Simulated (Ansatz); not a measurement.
# Geometry relaxation of TiO2

System: TiO2 (12 atoms in the cell).
Method: DFT r2SCAN+U, scalar-relativistic, plane waves, PAW, Ueff = 4 eV on Ti d, no spin polarisation (Ansatz 0.2.0).

The structure derives from a Materials Project entry. It belongs to a series of runs on one base structure; here: 0 of 4 Ti sites taken by Pb, cell and atoms relaxed.

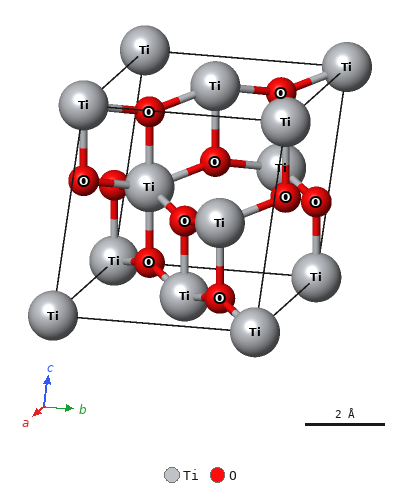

Fig. 1: The structure as given in the input (ball-and-stick view of the cell of the calculation, seen slightly off an axis). An atom can appear more than once, as a periodic image.

The input
```yaml
crystal:
  lattice:
    - [-3.7965674233, -3.7965674233, 0.0]
    - [-3.7965674233, 3.7965674233, 0.0]
    - [1.8982837117, 1.8982837117, -4.8311158607]
  atoms:
    - { symbol: Ti, position: [0.5, 0.5, 0.0] }
    - { symbol: Ti, position: [0.0, 0.0, 0.0] }
    - { symbol: Ti, position: [0.0, 0.75, 0.5] }
    - { symbol: Ti, position: [0.5, 0.25, 0.5] }
    - { symbol: O, position: [0.7938774193, 0.75, 0.0877548387] }
    - { symbol: O, position: [0.2938774193, 0.25, 0.0877548387] }
    - { symbol: O, position: [0.2938774193, 0.5, 0.5877548387] }
    - { symbol: O, position: [0.7938774193, 0.0, 0.5877548387] }
    - { symbol: O, position: [0.2061225807, 0.75, 0.9122451613] }
    - { symbol: O, position: [0.7061225807, 0.25, 0.9122451613] }
    - { symbol: O, position: [0.7061225807, 0.5, 0.4122451613] }
    - { symbol: O, position: [0.2061225807, 0.0, 0.4122451613] }
basis:
  ecutwfc: 500
kpoints:
  mp_grid: { grid: [8, 6, 8] }
hamiltonian:
  xc: r2scan
  hubbard: { sites: [{ species: Ti, l: d, u_eff: 4.0 }] }
scf:
  occupations: { method: gaussian, width: 0.01 }
output:
  forces: true
  stress: true
  eigenvalues: true
relax:
  adjacent_minimum: "off"
  f_tol: 0.015
  max_steps: 60
  cell: { stress_tol: 0.15 }
```

Run on 2 threads of Intel Xeon (Granite Rapids), 32 GiB of memory available, shared host.

Launched with:
```bash
ansatz run input.yaml --threads 2 --pin off --max-ram 5120MiB --backend cpu --events-out ev --progress --plain --runs-dir out
```

Log
```
Ti: projections on atomic orbitals take those of the free atom [Ne] 3s2 3p6 3d2 4s2, of charge +0.00 (hamiltonian.pseudopotentials.projection_atoms); the dataset's partial waves leave at most 4.1e-7 of an orbital's norm unspanned inside its sphere
O: projections on atomic orbitals take those of the free atom [He] 2s2 2p4, of charge +0.00 (hamiltonian.pseudopotentials.projection_atoms); the dataset's partial waves leave at most 1.9e-8 of an orbital's norm unspanned inside its sphere
Engine: ansatz 0.2.0, x86_64-unknown-linux-gnu
Pseudopotentials: kind: paw
Pseudopotential: Ti, paw, valence charge 12, recommended cutoff 500 eV (meta_gga), Ti.paw.azcp
Pseudopotential: O, paw, valence charge 6, recommended cutoff 500 eV (meta_gga), O.paw.azcp
Functional definition: r2SCAN
  parameter k0 = 0.174
  parameter k1 = 0.065
  parameter a1 = 4.9479
  exchange = r2scan_x(k0 = k0, k1 = k1, a1 = a1)
  correlation = r2scan_c
Crystal: 12 atoms, lattice volume = 139.271 Å³
Basis set: ecut = 500 eV, 3487 PW (Γ), exchange–correlation on 160×160×180 points (64 copies of the dense FFT grid, shifted against one another)
Bands: 60, of which v1, the nominal top of the filled ones, is band 48 counted from 1 (47 counted from 0)
Symmetry: 16 space group operations
Space group: I41/amd (ITA 141), of the structure as read, at distance tolerance 5.2e-5 Å
k-points: 84 of 384
Non-local potential: Ti, projectors of the file, l = 0: 3, l = 1: 2, l = 2: 3, l = 3: 1
Non-local potential: O, projectors of the file, l = 0: 2, l = 1: 2, l = 2: 1
PAW form: soft (Blöchl's): semilocal exchange-correlation on the pseudo side does not see the compensation charge
PAW frozen core: Ti, regenerated for the run's functional (the file was generated under x = pbe(κ = 0.804, μ = 0.2195149727645171), c = pbe(β = 0.06672455060314922))
PAW frozen core: O, regenerated for the run's functional (the file was generated under x = pbe(κ = 0.804, μ = 0.2195149727645171), c = pbe(β = 0.06672455060314922))
PAW one-centre angular grid: Ti, 590 points (default); XC on 160 Gauss nodes
PAW one-centre angular grid: O, 302 points (default); XC on 160 Gauss nodes
Initial density: superposition of atomic densities (chi_scale 0.1, normalization cell, long waves of neutral atoms under a Hubbard term (reshape's long-wave potential 0.00 eV rms, cloud 2.26 Å wide))
Initial wavefunctions: pseudopotential atomic-orbital guess
Functional: x = r2scan, c = r2scan; τ floored in thin density (d = 2e-4 eV/Å³)
SCF iter   1: F=—  HF=-14574.056964 eV  |F-HF|=—  |Δ(HF+E_count)|=         —  Δρ=1.04e-1  dr2=1.63e1  dr2_τ=2.23e0  ethr=3.10e-3  ⟨swp⟩=5.0  Hψ=18663  notcnv=0  defer=9
preconditioner: auto → Resta (q_TF=auto, 2.564 Å⁻¹)  ε∞=5.7  [insulator: Δε(μ)=4.305 eV  Ē_g=11.671 eV  σ=0.010 eV  W_gap=1.00  n_scr=36 (ndim 8)  ℏωp=25.2 eV  f_vac=0.000  D(μ)=0.00/eV (n_scr^D=0)  ε∞_Penn≈5.7]
SCF iter   2: F=—  HF=-14572.003190 eV  |F-HF|=—  |Δ(HF+E_count)|=    2.05e0  Δρ=4.94e-2  dr2=1.89e0  dr2_τ=8.12e-1  ethr=3.10e-3  ⟨swp⟩=3.0  Hψ=10747  notcnv=0  defer=364
SCF iter   3: F=—  HF=-14572.220167 eV  |F-HF|=—  |Δ(HF+E_count)|=   2.17e-1  Δρ=2.48e-2  dr2=6.85e-1  dr2_τ=3.72e-2  ethr=1.96e-3  ⟨swp⟩=2.3  Hψ=7247  notcnv=0  defer=364
SCF iter   4: F=—  HF=-14572.357664 eV  |F-HF|=—  |Δ(HF+E_count)|=   1.37e-1  Δρ=8.03e-3  dr2=9.32e-2  dr2_τ=5.33e-3  ethr=7.13e-4  ⟨swp⟩=2.6  Hψ=7415  notcnv=0  defer=364
SCF iter   5: F=—  HF=-14572.361199 eV  |F-HF|=—  |Δ(HF+E_count)|=   3.53e-3  Δρ=1.77e-3  dr2=6.34e-3  dr2_τ=2.39e-4  ethr=9.71e-5  ⟨swp⟩=3.0  Hψ=8048  notcnv=0  defer=393
SCF iter   6: F=—  HF=-14572.361836 eV  |F-HF|=—  |Δ(HF+E_count)|=   6.37e-4  Δρ=6.53e-4  dr2=6.22e-4  dr2_τ=3.98e-5  ethr=6.60e-6  ⟨swp⟩=2.6  Hψ=8145  notcnv=0  defer=418
SCF iter   7: F=—  HF=-14572.361794 eV  |F-HF|=—  |Δ(HF+E_count)|=   4.26e-5  Δρ=5.81e-5  dr2=6.14e-6  dr2_τ=3.24e-7  ethr=6.48e-7  ⟨swp⟩=2.1  Hψ=7314  notcnv=0  defer=422
SCF iter   8: F=—  HF=-14572.361839 eV  |F-HF|=—  |Δ(HF+E_count)|=   4.52e-5  Δρ=3.58e-5  dr2=1.93e-6  dr2_τ=1.27e-7  ethr=6.40e-9  ⟨swp⟩=2.2  Hψ=8602  notcnv=0  defer=422
SCF iter   9: F=-14572.361839 eV  HF=-14572.361839 eV  |F-HF|=4.00e-8  |Δ(HF+E_count)|=   1.68e-7  Δρ=6.88e-6  dr2=6.88e-8  dr2_τ=6.26e-9  ethr=1.04e-10  ⟨swp⟩=10.3  Hψ=24208  notcnv=0
SCF 1 converged in 9 iterations: F = -14572.361839 eV  dr2 = 6.88e-8
  greatest PAW one-centre occupation: 1.000 electrons in one spin orbital (limit 2), on the Ti atom at site 3 (counted from 0), in its partial waves of l = 0
relax step   1: F+E_penalty+E_count = -14572.36183853 eV  Δ(F+E_penalty+E_count) = +0.000e0 eV  max|allowed force component| = 1.494e-4 eV/Å  Δτ_max = 0.0000 Å  P = -0.002 GPa  Ω = 139.271 Å³  (9 SCF iters, dr2 threshold 1.00e-7 eV, accepted)
Initial density: handed on by an earlier stage of this run
Initial wavefunctions: pseudopotential atomic-orbital guess (no wavefunctions were taken with the density)
iter 1 solved again at ethr=8.93e-9 eV; its pass at ethr=3.10e-3 eV (dr2=8.57e-6 eV) is discarded
SCF iter   1: F=—  HF=-14572.361839 eV  |F-HF|=—  |Δ(HF+E_count)|=         —  Δρ=6.73e-6  dr2=6.56e-8  dr2_τ=6.03e-9  ethr=8.93e-9  ⟨swp⟩=4.4  Hψ=36844  notcnv=0
preconditioner: auto → Resta (q_TF=auto, 2.564 Å⁻¹)  ε∞=6.7  [insulator: Δε(μ)=3.102 eV  Ē_g=10.590 eV  σ=0.010 eV  W_gap=1.00  n_scr=36 (ndim 8)  ℏωp=25.2 eV  f_vac=0.106  D(μ)=0.00/eV (n_scr^D=0)  ε∞_Penn≈6.7]
SCF iter   2: F=—  HF=-14572.361839 eV  |F-HF|=—  |Δ(HF+E_count)|=   1.10e-8  Δρ=2.63e-6  dr2=8.83e-9  dr2_τ=2.29e-9  ethr=6.84e-11  ⟨swp⟩=2.6  Hψ=9188  notcnv=0
SCF iter   3: F=—  HF=-14572.361839 eV  |F-HF|=—  |Δ(HF+E_count)|=   2.17e-9  Δρ=1.44e-6  dr2=3.47e-9  dr2_τ=1.01e-10  ethr=9.19e-12  ⟨swp⟩=2.2  Hψ=6708  notcnv=0
SCF iter   4: F=-14572.361839 eV  HF=-14572.361839 eV  |F-HF|=2.26e-10  |Δ(HF+E_count)|=   3.13e-9  Δρ=4.94e-7  dr2=3.71e-10  dr2_τ=2.49e-11  ethr=1.12e-12  ⟨swp⟩=2.9  Hψ=17379  notcnv=0
SCF 2 converged in 4 iterations: F = -14572.361839 eV  dr2 = 3.71e-10
relax step   2: F+E_penalty+E_count = -14572.36183857 eV  Δ(F+E_penalty+E_count) = -3.904e-8 eV  max|allowed force component| = 1.542e-4 eV/Å  Δτ_max = 0.0000 Å  P = -0.002 GPa  Ω = 139.271 Å³  stress off target by 3.48e-2 GPa  SCF on the basis re-selected at this cell (its energy is not comparable with the rows above)  (4 SCF iters)
```

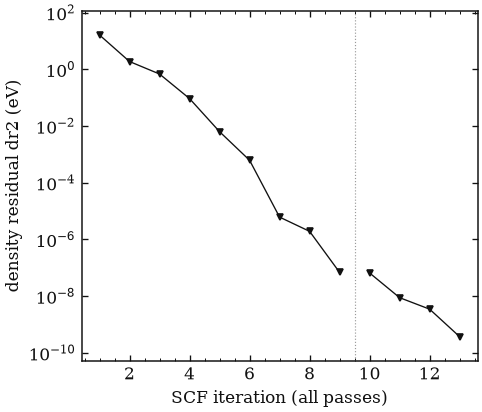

Fig. 2: Convergence of the self-consistent field: density residual dr2 against the SCF iteration. The dotted lines part the SCF passes of the relaxation: geometry steps, rejected trials and re-solves on a re-selected basis. The passes take 9 and 4 iterations.

```
basis re-selected at this cell: Δ(F+E_penalty+E_count) = -3.904e-8 eV, ΔP = -0.000 GPa vs the last step (what re-selecting the basis moved, of the pressure what is left beyond the Pulay correction that the steps carried, after the strain that the cell walked since its last selection, with what the two solves' SCF thresholds leave and, on support functions, any second-order correction that the steps lacked; it is no measure of the basis error at this ecutwfc). This SCF's stress stands 3.48e-2 GPa from its target on what of the cell is left free (relax.cell.stress_tol is 1.50e-1 GPa) and its largest allowed force component is 1.54e-4 eV/Å (relax.f_tol is 1.50e-2 eV/Å): within both
SCF converged after 4 iterations
Free energy (F): -14572.361839 eV
Harris-Foulkes:  -14572.361839 eV  (|F-HF|=2.26e-10)
Internal energy: -14572.361839 eV  (E = F + TS)
E sigma→0 (E₀):  -14572.361839 eV
Fermi energy:    8.513020 eV
--- Per-component energies (eV) ---
  E_band       = -1040.891312
  E_kinetic    = 2500.335544
  E_local      = -7193.802183  (includes V_loc(G=0)·N_el)
  E_nonlocal   = 378.113114
  E_hartree    = 2776.242110
  E_xc         = -966.301745
  E_vxc        = -1387.580252  (∫ρ·V_xc dr)
  E_hubbard    = 12.492050  (on-site DFT+U / exact-exchange correction)
  E_vhub       = 8.867726  (the Hubbard potential's part of the band-sum identity)
  E_paw        = -5491.856255  (= ΣΔE_a)
  E_vpaw       = -991.009531  (= ΣTr[D̂ρ^β])
  E_aug_tail   = 0.009176  (compensation charges beyond the density's cutoff)
  E_vtau       = 91.690602  (kinetic-family band-sum trace: ∫τ·v_τ [+ j·A + Jᵃ·Aᵃ] dr)
  E_ewald      = -6586.324293
  E_core_change = -1.269356  (= ΣΔE_core)
  E_smearing   = -0.000000  (= −TS)
  E_closure    = 0.000000  (closes the sum)
  Σ components = -14572.361839   (vs F -14572.361839, Δ=0.00e0)
--- Forces (eV/Å), atoms counted from 1 ---
  atom   1  Ti     0.00000000     0.00000000     0.00000000
  atom   2  Ti     0.00000000     0.00000000     0.00000000
  atom   3  Ti    -0.00000000    -0.00000000    -0.00000000
  atom   4  Ti    -0.00000000    -0.00000000    -0.00000000
  atom   5  O     -0.00000000    -0.00000000     0.00015425
  atom   6  O     -0.00000000    -0.00000000     0.00015425
  atom   7  O     -0.00000000    -0.00000000     0.00015425
  atom   8  O     -0.00000000    -0.00000000     0.00015425
  atom   9  O      0.00000000     0.00000000    -0.00015425
  atom  10  O      0.00000000     0.00000000    -0.00015425
  atom  11  O      0.00000000     0.00000000    -0.00015425
  atom  12  O      0.00000000     0.00000000    -0.00015425
  max |Σ_I F_I| component: 3.47e-18 eV/Å
--- Stress (GPa, compression-positive) ---
        0.014299       0.000034       0.000000
        0.000034       0.014299       0.000000
        0.000000       0.000000      -0.034761
  P = ⅓ Tr σ = -0.0021 GPa (-0.021 kbar)
--- Band table (eV; the first three rows and the last of 84) ---
  k-point 0: bands = ["-52.7166", "-52.6853", "-52.6853", "-52.6638", "-28.0253", "-27.9878", "-27.9878", "-27.8546", "-27.8546", "-27.8105", "-27.8105", "-27.7500", "-27.7500", "-27.7098", "-27.7098", "-27.6791", "-11.7222", "-10.5505", "-10.5265", "-10.3339", "-10.3339", "-10.1018", "-10.0475", "-10.0475", "2.5439", "2.5439", "2.7402", "2.7402", "2.9504", "3.1320", "3.1320", "3.3252", "3.3252", "3.3974", "4.3393", "4.3393", "4.8082", "4.9142", "4.9142", "5.0058", "5.0058", "6.1068", "6.1837", "6.1837", "6.5150", "6.5150", "6.9067", "6.9067", "10.0641", "10.6991", "11.0713", "11.0713", "11.4601", "11.4601", "11.7559", "11.7559", "11.8021", "11.8021", "12.1178", "12.2542"]
  k-point 1: bands = ["-52.7147", "-52.6853", "-52.6853", "-52.6658", "-28.0126", "-27.9878", "-27.9878", "-27.8547", "-27.8547", "-27.8142", "-27.8142", "-27.7465", "-27.7465", "-27.7097", "-27.7097", "-27.6928", "-11.6780", "-10.6029", "-10.5059", "-10.3341", "-10.3341", "-10.1225", "-10.0474", "-10.0474", "2.5742", "2.5742", "2.7226", "2.7226", "2.9966", "3.1389", "3.1389", "3.3224", "3.3477", "3.3477", "4.1516", "4.1516", "4.9238", "4.9238", "4.9451", "5.2230", "5.2230", "6.0064", "6.0714", "6.0714", "6.6024", "6.6024", "6.8350", "6.8350", "10.0870", "10.6736", "11.1299", "11.1299", "11.4053", "11.4053", "11.6921", "11.6921", "11.8761", "11.8761", "12.0100", "12.3062"]
  k-point 2: bands = ["-52.7092", "-52.6853", "-52.6853", "-52.6716", "-27.9877", "-27.9877", "-27.9763", "-27.8548", "-27.8548", "-27.8217", "-27.8217", "-27.7393", "-27.7393", "-27.7315", "-27.7097", "-27.7097", "-11.5520", "-10.7299", "-10.4688", "-10.3342", "-10.3342", "-10.1789", "-10.0473", "-10.0473", "2.6182", "2.6182", "2.6917", "2.6917", "3.1000", "3.1555", "3.1555", "3.2063", "3.3768", "3.3768", "4.0052", "4.0052", "4.9513", "4.9513", "5.2097", "5.4025", "5.4025", "5.7845", "5.8834", "5.8834", "6.7257", "6.7257", "6.7529", "6.7529", "10.1527", "10.6014", "11.2560", "11.2560", "11.2829", "11.2829", "11.6367", "11.6367", "11.8892", "11.9564", "11.9564", "12.2298"]
  k-point 83: bands = ["-52.6991", "-52.6991", "-52.6748", "-52.6748", "-28.0055", "-28.0055", "-27.9116", "-27.9116", "-27.8177", "-27.8177", "-27.7980", "-27.7980", "-27.7378", "-27.7378", "-27.6970", "-27.6970", "-11.1441", "-11.1441", "-10.3366", "-10.3366", "-10.1981", "-10.1981", "-10.1792", "-10.1792", "2.5140", "2.5140", "2.6648", "2.6648", "3.0766", "3.0766", "3.2550", "3.2550", "3.9009", "3.9009", "4.2996", "4.2996", "5.0689", "5.0689", "5.1801", "5.1801", "5.7469", "5.7469", "5.7755", "5.7755", "6.0427", "6.0427", "6.1025", "6.1025", "11.1451", "11.1451", "11.2258", "11.2258", "11.2385", "11.2385", "11.2976", "11.2976", "12.0294", "12.0294", "12.0553", "12.0553"]
Occupation matrices written to [file]
--- Relaxed structure (1 steps of the walk, 1 accepted, 1 SCFs on fresh bases) ---
  F+E_penalty+E_count = -14572.36183857 eV   max|allowed force component| = 1.542e-4 eV/Å   (the final SCF, on the basis selected at the relaxed cell)
  cell:  # Å, volume = 139.2707 Å³
    - [-3.7965674233, -3.7965674233, -3.929290929035252e-11]
    - [-3.7965674233, 3.7965674233, 2.5849394142282115e-26]
    - [1.898283711675, 1.898283711675, -4.831115860680353]
  atoms:
    - { symbol: Ti, position: [0.49999999999999983, 0.49999999999999983, 0.0] }
    - { symbol: Ti, position: [-0.0, 0.0, 0.0] }
    - { symbol: Ti, position: [5.551115123125783e-17, 0.7499999999999997, 0.49999999999999994] }
    - { symbol: Ti, position: [0.4999999999999999, 0.2499999999999999, 0.49999999999999994] }
    - { symbol: O, position: [0.7938774193499998, 0.7499999999999997, 0.0877548387] }
    - { symbol: O, position: [0.2938774193499999, 0.24999999999999992, 0.0877548387] }
    - { symbol: O, position: [0.2938774193499999, 0.4999999999999999, 0.5877548386999999] }
    - { symbol: O, position: [0.7938774193499998, 0.0, 0.5877548386999999] }
    - { symbol: O, position: [0.20612258064999994, 0.7499999999999998, 0.9122451613] }
    - { symbol: O, position: [0.7061225806499998, 0.24999999999999992, 0.9122451612999999] }
    - { symbol: O, position: [0.7061225806499998, 0.49999999999999983, 0.4122451613] }
    - { symbol: O, position: [0.20612258064999994, 0.0, 0.41224516129999994] }
```

Trajectory as extended XYZ (Å, eV, eV/Å), 2 frames, from step=1 to step=2
```
12
Lattice="-3.7966 -3.7966 0.0000 -3.7966 3.7966 0.0000 1.8983 1.8983 -4.8311" Properties=species:S:1:pos:R:3:forces:R:3 step=1 energy=-14572.36184 pressure_GPa=-0.00
Ti   -3.7966    0.0000    0.0000    0.0000   0.0000   0.0000
Ti    0.0000    0.0000    0.0000    0.0000   0.0000   0.0000
Ti   -1.8983    3.7966   -2.4156    0.0000   0.0000   0.0000
Ti   -1.8983    0.0000   -2.4156    0.0000   0.0000   0.0000
O    -5.6949    0.0000   -0.4240    0.0000   0.0000   0.0001
O    -1.8983    0.0000   -0.4240    0.0000   0.0000   0.0001
O    -1.8983    1.8983   -2.8395    0.0000   0.0000   0.0001
O    -1.8983   -1.8983   -2.8395    0.0000   0.0000   0.0001
O    -1.8983    3.7966   -4.4072    0.0000   0.0000  -0.0001
O    -1.8983    0.0000   -4.4072    0.0000   0.0000  -0.0001
O    -3.7966    0.0000   -1.9916    0.0000   0.0000  -0.0001
O     0.0000    0.0000   -1.9916    0.0000   0.0000  -0.0001
12
Lattice="-3.7966 -3.7966 0.0000 -3.7966 3.7966 0.0000 1.8983 1.8983 -4.8311" Properties=species:S:1:pos:R:3:forces:R:3 step=2 energy=-14572.36184 pressure_GPa=-0.00
Ti   -3.7966    0.0000    0.0000    0.0000   0.0000   0.0000
Ti    0.0000    0.0000    0.0000    0.0000   0.0000   0.0000
Ti   -1.8983    3.7966   -2.4156    0.0000   0.0000   0.0000
Ti   -1.8983    0.0000   -2.4156    0.0000   0.0000   0.0000
O    -5.6949    0.0000   -0.4240    0.0000   0.0000   0.0002
O    -1.8983    0.0000   -0.4240    0.0000   0.0000   0.0002
O    -1.8983    1.8983   -2.8395    0.0000   0.0000   0.0002
O    -1.8983   -1.8983   -2.8395    0.0000   0.0000   0.0002
O    -1.8983    3.7966   -4.4072    0.0000   0.0000  -0.0002
O    -1.8983    0.0000   -4.4072    0.0000   0.0000  -0.0002
O    -3.7966    0.0000   -1.9916    0.0000   0.0000  -0.0002
O     0.0000    0.0000   -1.9916    0.0000   0.0000  -0.0002
```

Key numbers

```json
{"quantity": "outcome", "value": "converged"}
{"quantity": "space group (tolerance 0.01 Å)", "value": "I4₁/amd (141)"}
{"quantity": "electrons treated", "value": "96"}
{"quantity": "free energy", "value": "−14572.3618 eV"}
{"quantity": "Fermi energy", "value": "8.513 eV"}
{"quantity": "gap on the k-point mesh", "value": "3.10 eV"}
{"quantity": "pressure", "value": "0.00 GPa"}
{"quantity": "final volume", "value": "139.27 Å³"}
{"quantity": "largest force (length of the vector) at the end", "value": "under 0.001 eV/Å"}
{"quantity": "final cell", "value": "a = 5.369 Å, b = 5.369 Å, c = 5.527 Å, α = 90.00°, β = 119.06°, γ = 90.00°"}
{"quantity": "wall time", "value": "47 s (CPU time 92 s)"}
{"quantity": "peak memory", "value": "1.8 GiB"}
```
